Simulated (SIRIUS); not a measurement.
## A series of single points on Ge

System: Ge (P6₃/mmc, 4 atoms in the cell).
Method: Kohn-Sham DFT of a periodic cell, PBEsol, dojo-sr-pbesol-0.4.1-standard, no spin polarisation (SIRIUS 7.12.0).

The 7 runs differ only in the geometry, by an even scaling of the cell at fixed fractional positions. The structure derives from a Materials Project entry.

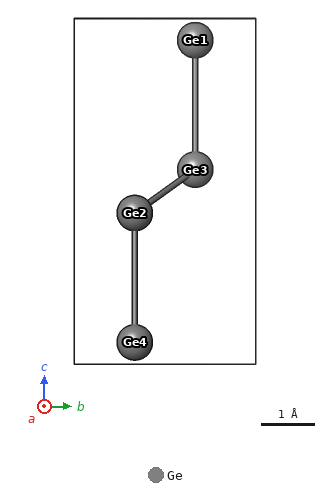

Figure 1. The structure of run 4 (ball-and-stick view of the cell of the calculation, along the a axis; atoms are numbered from 1 in the order of the input). An atom can appear more than once, as a periodic image.

## Input of run 4
```
{
  "control": {
    "processing_unit": "cpu",
    "verbosity": 2,
    "num_bands_to_print": 39,
    "print_forces": true,
    "print_stress": true
  },
  "parameters": {
    "electronic_structure_method": "pseudopotential",
    "xc_functionals": ["XC_GGA_X_PBE_SOL", "XC_GGA_C_PBE_SOL"],
    "gk_cutoff": 8.9,
    "pw_cutoff": 17.8,
    "ngridk": [8, 8, 4],
    "shiftk": [0, 0, 0],
    "smearing": "fermi_dirac",
    "smearing_width": 0.0018374661,
    "num_bands": 39,
    "num_mag_dims": 0,
    "num_dft_iter": 100,
    "energy_tol": 1e-08,
    "density_tol": 1e-06
  },
  "iterative_solver": {
    "type": "davidson",
    "min_tolerance": 1e-10
  },
  "mixer": {
    "type": "anderson",
    "beta": 0.7,
    "max_history": 8
  },
  "settings": {
    "tol_ne": 1e-10,
    "pseudo_grid_cutoff": 6.5
  },
  "unit_cell": {
    "lattice_vectors": [
      [7.55434240314, 0.0, 0.0],
      [-3.777171201665, 6.542252430131, 0.0],
      [0.0, 0.0, 12.471016918394]
    ],
    "atom_coordinate_units": "lattice",
    "atom_types": ["Ge"],
    "atom_files": {
      "Ge": "Ge.json"
    },
    "atoms": {
      "Ge": [
        [0.3333333333, 0.6666666667, 0.93709875],
        [0.6666666667, 0.3333333333, 0.43709875],
        [0.3333333333, 0.6666666667, 0.56290125],
        [0.6666666667, 0.3333333333, 0.06290125]
      ]
    }
  }
}
```

Command:
```bash
upf_to_json Ge.upf
OMP_NUM_THREADS=4 sirius.scf --input=sirius.json --output=out.json --task=0
```

Run 2 differs from it as follows:
```diff
-      [7.55434240314, 0.0, 0.0],
-      [-3.777171201665, 6.542252430131, 0.0],
-      [0.0, 0.0, 12.471016918394]
+      [7.452244179357, 0.0, 0.0],
+      [-3.726122089678, 6.453832774605, 0.0],
+      [0.0, 0.0, 12.302469001246]
```

## Results, with one run withheld

| run | volume per atom (Å³) | free energy per atom, from the lowest run given (meV) | pressure (GPa) | gap on the mesh (eV) |
| --- | --- | --- | --- | --- |
| 1 | 21.463 | 19.00 | 4.76 | 0.00 |
| 2 | 21.920 | ? | ? | ? |
| 3 | 22.377 | 1.90 | 1.36 | 0.00 |
| 4 | 22.833 | 0.00 | −0.02 | 0.11 |
| 5 | 23.290 | 1.83 | −1.27 | 0.16 |
| 6 | 23.747 | 7.08 | −2.41 | 0.11 |
| 7 | 24.203 | 15.40 | −3.42 | 0.06 |

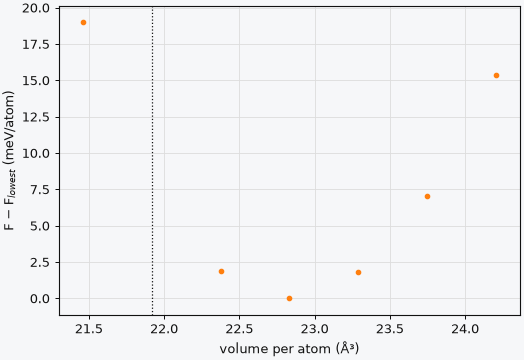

Figure 2. Free energy per atom of the runs given; the dotted line marks run 2.

Estimate the energy of run 2 from the others.

A cubic polynomial in V^(−2/3) (the Birch–Murnaghan form), fitted to the 6 runs given, misses them by at most 0.02 meV per atom. With x = V^(−2/3) − 0.12381 Å⁻², it reads F = 0.11601 − 618.64 x + 6.8924e+05 x² + 1.2253e+06 x³ (meV per atom). At run 2 it gives 8.09 meV per atom, and the run itself gives 8.03. The slope of the fit gives a pressure −dF/dV of 2.96 GPa there, and the run prints 2.95 GPa. The fit has its minimum at 22.830 Å³ per atom, where V d²F/dV² gives 66.5 GPa. Cell shape and fractional positions are held, so this is the stiffness under even scaling; the relaxed bulk modulus wasn't computed. The gap on the mesh lies between 0.00 eV (run 3) and 0.16 eV (run 5); run 2 has 0.00 eV. These are gaps of this functional on this mesh, which can miss the band edges; they aren't the measured gap.

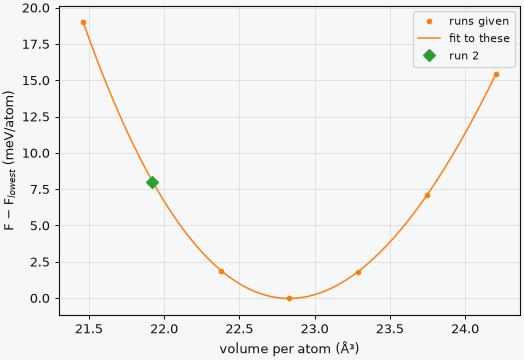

Figure 3. The fit and the withheld run.

## Some lines of the output (run 2)
```
[...]
[find] Free energy (E-TS)             :    -356.80310252 (Ha),    -713.60620504 (Ry)
[find] band gap (eV)                  :       0.00000001
[find] Efermi                         :       0.36865498
[find] Total energy                   :    -356.80305879 (Ha),    -713.60611758 (Ry)
[find] Free energy (E-TS)             :    -356.80310260 (Ha),    -713.60620520 (Ry)
[find] Efermi                         :       0.36865604
[find] Total energy                   :    -356.80305881 (Ha),    -713.60611761 (Ry)
[find] Free energy (E-TS)             :    -356.80310262 (Ha),    -713.60620523 (Ry)
[find] Efermi                         :       0.36865554
[find] Total energy                   :    -356.80305881 (Ha),    -713.60611762 (Ry)
[find] Free energy (E-TS)             :    -356.80310262 (Ha),    -713.60620524 (Ry)
[find] Efermi                         :       0.36865573
[find] Efermi                         :       0.36865562
[find] Efermi                         :       0.36865564
```
